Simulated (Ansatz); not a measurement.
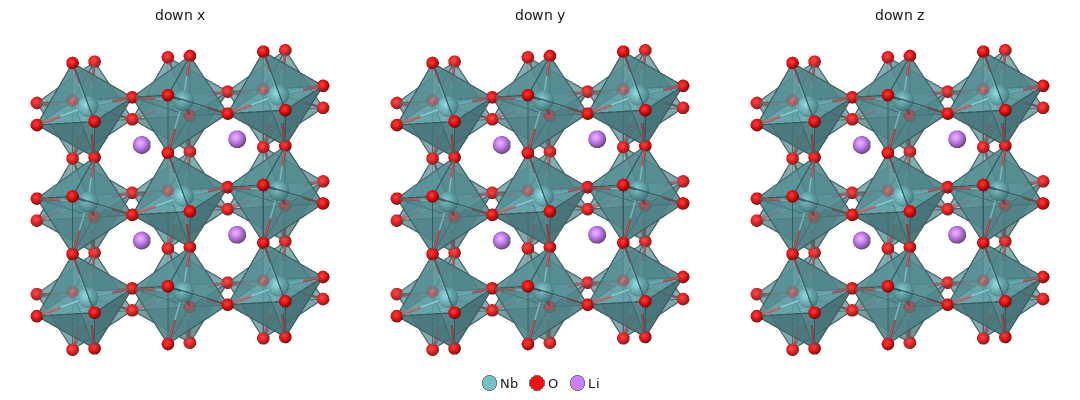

Blocks of 3 × 3 × 3 octahedra, seen down the three pseudocubic axes x, y and z (centre-to-centre directions).

LiNbO₃. Coordinates: coordinates from a relaxation at fixed volume with DFT r2SCAN, scalar-relativistic, plane waves, PAW (Ansatz).

Question: Which atoms centre the octahedra, which link them, and which fill the cavities?

Answer: Nb at the centres, O at the shared corners, Li in the cavities: a perovskite-type framework of corner-sharing octahedra.

Question: Give the tilt system in Glazer's notation, with the angles.

Answer: About x: out of phase, 12.6°; about y: out of phase, 12.6°; about z: out of phase, 12.6°. Glazer symbol a⁻a⁻a⁻ (angles are the components of the best-fitting rigid rotation, averaged over the octahedra).

Question: What are the Nb–O–Nb angles?

Answer: Along x: 141.9°; along y: 141.9°; along z: 141.9°.

Question: Which space group does the whole structure have?

Answer: R3c (No. 161).
